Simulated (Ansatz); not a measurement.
Cu$_{27}$O$_{2}$ (slab)

```xyz
29
Lattice="7.6686 0.0000 0.0000 3.8343 6.6412 0.0000 0.0000 0.0000 21.1742" Properties=species:S:1:pos:R:3 pbc="T T T"
Cu    1.2781    0.7379    8.5000
Cu    3.8342    0.7379    8.5000
Cu    6.3905    0.7379    8.5000
Cu    2.5562    2.9516    8.5000
Cu    5.1123    2.9516    8.5000
Cu    7.6686    2.9516    8.5000
Cu    3.8343    5.1654    8.5000
Cu    6.3905    5.1654    8.5000
Cu    8.9467    5.1654    8.5000
Cu    7.6352    1.5113   10.5856
Cu    2.5896    1.5113   10.5856
Cu    5.1124    1.4693   10.6390
Cu    8.9467    3.6852   10.5386
Cu    3.8533    3.6675   10.5702
Cu    6.3715    3.6675   10.5702
Cu   10.2273    5.8885   10.5352
Cu    5.1124    5.9302   10.5287
Cu    7.6660    5.8885   10.5352
Cu    7.6527    0.0770   12.5915
Cu    2.5721    0.0770   12.5915
Cu    8.9467    6.4046   12.6014
Cu    1.2781    2.2032   12.6334
Cu    3.8237    2.2093   13.0933
Cu    6.4010    2.2093   13.0933
Cu    2.5710    4.3259   12.5898
Cu    5.1123    4.6386   12.5798
Cu    7.6538    4.3259   12.5898
O     5.1124    0.9549   13.9464
O     5.1124    3.4592   13.9358
```

The SCF solution may not be the lowest one; the program warned that a starting moment wasn't kept; spin-polarised, but the moments vanished.

Computed with DFT PBE, scalar-relativistic, plane waves, PAW in Ansatz 0.2.0.

Core electrons are frozen (PAW), and the valence fields are smoothed inside the atomic spheres.

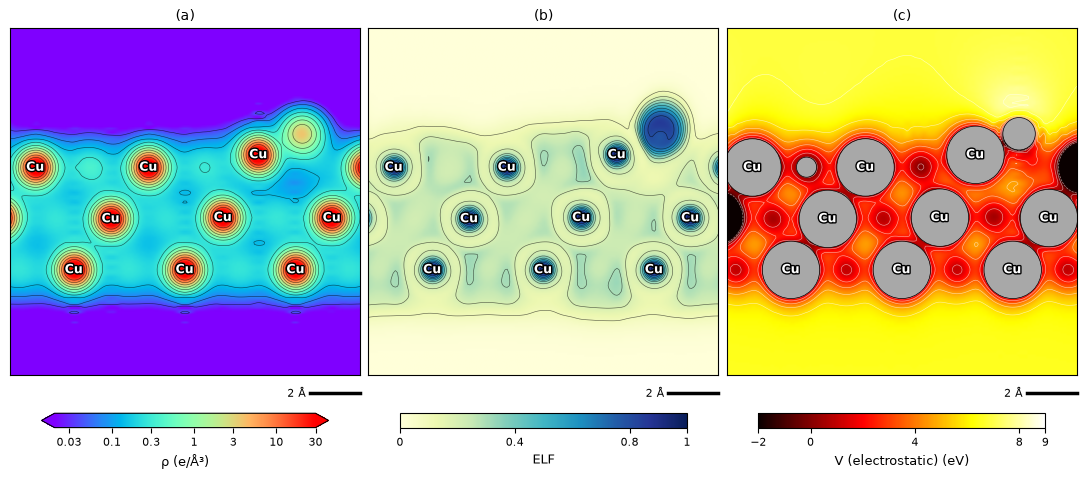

Figure 1. (a) valence electron density; (b) electron localisation function; (c) electrostatic potential (local pseudopotential plus Hartree) felt by an electron on the (11̄0) plane of the calculation cell, a cut from vacuum to vacuum. Grey discs cover the atomic cores in the potential map.

Q: Read the bonding off the picture.

A:
- Atoms in the plane: Cu.
- Atoms just off the plane (O, 0.4 Å away) can leave unmarked features too.
- Cu–Cu (2.53 Å): the density is about 0.28 e/Å³ at the midpoint; the ELF is about 0.20 at the midpoint (no localised pair shows between them).
- Cu–Cu (2.58 Å): the density is about 0.26 e/Å³ at the midpoint; the ELF is about 0.20 at the midpoint; no shared electron pair shows on this line.
- The density dies away to nearly zero in the vacuum.
- The features right at Cu lie inside the PAW spheres, where the map follows smoothed inner orbitals and isn't to be read closely.

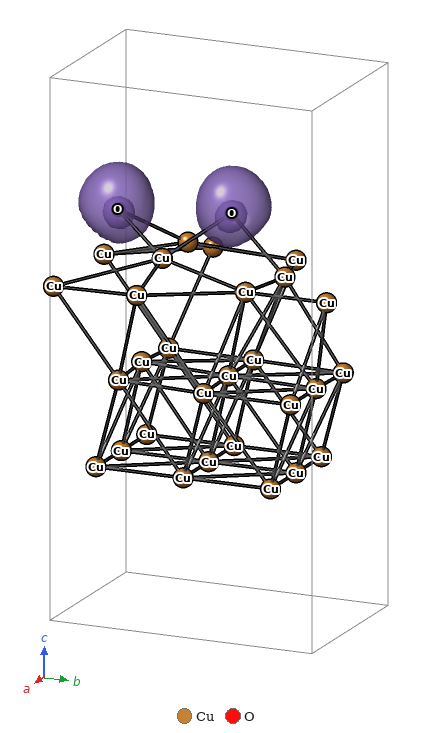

Figure 2. Isosurface of the electron localisation function at 0.7 (purple), seen slightly off an axis. Core shells and regions of very low density are left out. Sticks mark near contacts.

Q: Describe the localisation domains.

A: The surface consists of two regions wrapped around O (the valence shell of each), counted in one cell of 29 atoms. Counts are for one cell; the picture repeats the cell along the surface. Along the contacts the grid gives the following. Cu–O (1.80 Å): the ELF peaks at about 0.80 in the valence shell of O, 0.6 Å from its nucleus, and is about 0.25 at the midpoint (no shared electron pair shows on this line). Cu–Cu (2.42 Å): the ELF is about 0.25 at the midpoint; no shared electron pair shows on this line.
